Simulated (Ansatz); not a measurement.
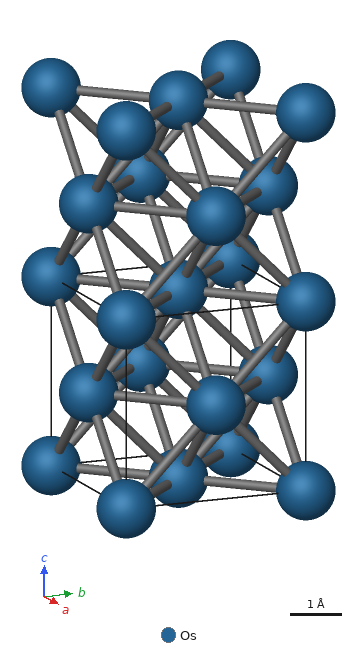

Reference structure: a symmetric starting cell of Os. Style: ball-and-stick. Shown: the conventional cell (4 times the calculation's cell), repeated 1 × 1 × 2 with one cell outlined, slightly off an axis. Lengths and directions refer to the drawn axes.

All numbers below come from DFT PBE, scalar-relativistic, plane waves, PAW (Ansatz 0.2.0). Set-up: plane-wave cutoff 420 eV; k-point mesh 18 × 18 × 18; occupations gaussian; smearing width 0.1 eV; no spin polarisation.

Change: The cell is strained by +9.4 % along [1 −1 −1] and −8.6 % across it (volume −8.5 %), the atoms keeping their fractional coordinates. No relaxation follows. The starting cell wasn't computed here and needn't be at equilibrium, so pressure and forces aren't due to the change alone.

Input
```yaml
crystal:
  lattice:
    - [-0.2334, 2.0117135, 2.0117135]
    - [1.7783135, 0.0, 1.7783135]
    - [1.7783135, 1.7783135, 0.0]
  atoms:
    - { symbol: Os, position: [0.0, 0.0, 0.0] }
basis:
  ecutwfc: 420
kpoints:
  mp_grid: { grid: [18, 18, 18] }
hamiltonian:
  xc: pbe
scf:
  occupations: { method: gaussian, width: 0.1 }
output:
  forces: true
  stress: true
  eigenvalues: true
```

Run as
```bash
ansatz run input.yaml --threads 1 --pin off --max-ram 1331MiB --backend cpu --events-out ev --progress --plain --runs-dir out
```

**What is the effect?**

Near-neighbour distances before and after: Os–Os 2.751 → 2.515 to 2.855 Å. The space group (tolerance 0.01 Å) goes from Fm-3m (No. 225) to R-3m (No. 166). The pressure is 49.5 GPa (not all of it need come from the change, since the unchanged cell can be under pressure at this level too). The principal stresses (compression positive) are −36.0 GPa along [1 −1 −1] and 92.3 GPa across it. All forces vanish by symmetry.

Drawn alike, the variant:

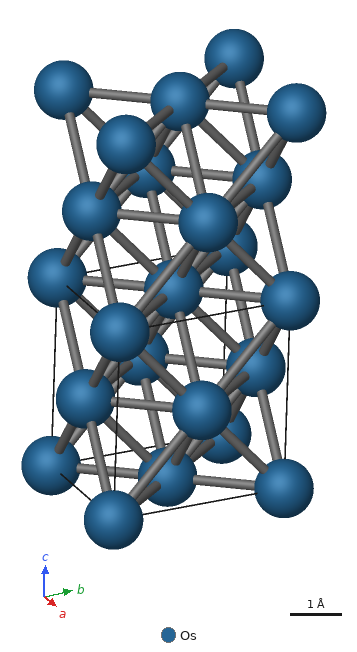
